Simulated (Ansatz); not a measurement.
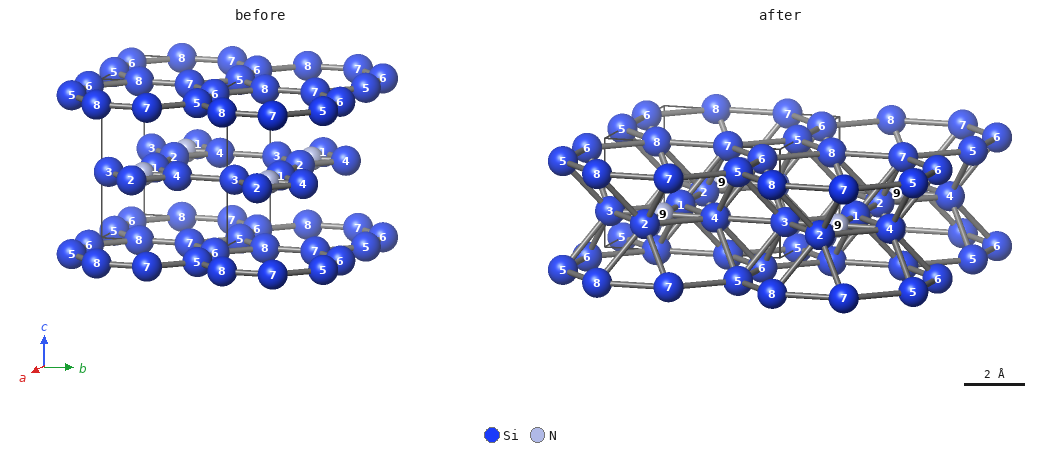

The structure of solid Si₈N (a generated structure, set up in P4/mmm) (coarse preliminary run) before (left) and after (right) a relaxation, at one scale.

Style: ball-and-stick. Shown: the cell of the calculation, repeated 2 × 2 × 1 with one cell outlined, slightly off an axis.

These are results of DFT PBE, scalar-relativistic, plane waves, PAW (Ansatz 0.2.0), not measurements. Set-up: plane-wave cutoff 420 eV; k-point mesh 4 × 4 × 4; occupations gaussian; smearing width 0.1 eV; no spin polarisation; cell and atoms relaxed; force threshold 0.04 eV/Å; at most 70 steps.

Describe what moved and what it gained.

The largest moves relative to the cell, 0.17 Å, are those of Si1, Si2, Si3 and Si4. Si1 goes along −a. N stays in place. The volume changes by +32.8 %, with a = b 4.488 → 6.254 Å (+39.3 %), c 5.465 → 3.738 Å (−31.6 %). Near-neighbour distances that change, for instance: Si1–Si2 2.449 → 3.750 Å, Si5–Si6 2.688 → 3.705 Å, Si1–Si3 1.732 → 2.652 Å, Si5–Si6 (another image) 1.800 → 2.549 Å. The space group stays P4/mmm (No. 123). The energy falls by 64.438 eV per cell of the calculation in 19 accepted moves (21 points after the start). Largest force component: 64 eV/Å at the start, 0.0096 eV/Å at the end. Pressure: 237.76 GPa at the start and 0.15 GPa at the end. The SCF was repeated twice at an unchanged geometry on a basis and grid sized afresh for the cell, which shifted the energy by 0.616 eV per cell of the calculation at most.
